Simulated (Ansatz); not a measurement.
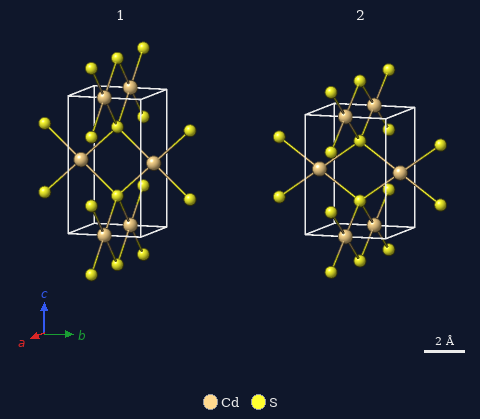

Two geometries of crystalline CdS (a generated structure, set up in P4_2/mmc), drawn at one scale. One is the start of a relaxation, the other its converged end. A ball-and-stick model of the cell of the calculation, seen slightly off an axis.

Level of theory: DFT PBE, scalar-relativistic, plane waves, PAW (Ansatz 0.2.0). (plane-wave cutoff 420 eV; k-point mesh 12 × 12 × 8; occupations gaussian; smearing width 0.1 eV; no spin polarisation; cell and atoms relaxed; force threshold 0.01 eV/Å; at most 80 steps)

Question: Which of the two is the end point?

Answer: Structure 1 is the relaxed one. The energy falls by 0.870 eV per cell of the calculation in 6 accepted moves (8 points after the start). All forces vanish by symmetry, so only the cell relaxes. The pressure goes from 0.66 to 0.01 GPa. The SCF was repeated twice at an unchanged geometry on a basis and grid sized afresh for the cell, which shifted the energy by 2.4 meV per cell of the calculation at most. No atom moves by more than 0.005 Å relative to the cell. The drawn cell changes as follows: a = b 4.331 → 3.901 Å (−9.9 %), c 6.125 → 7.028 Å (+14.7 %); the volume changes by −6.9 %. Near-neighbour distances that change, for instance: Cd–S 2.652 → 2.625 Å. Among the angles between lasting bonds that change: S–Cd–S 109.5° → 96.0°, Cd–S–Cd 109.5° → 96.0°, S–Cd–S 70.5° → 84.0°. The space group stays P4_2/mmc (No. 131). The run took 3.1 min on 1 thread of Arm Neoverse V2 (shared host), peak memory 0.62 GiB.
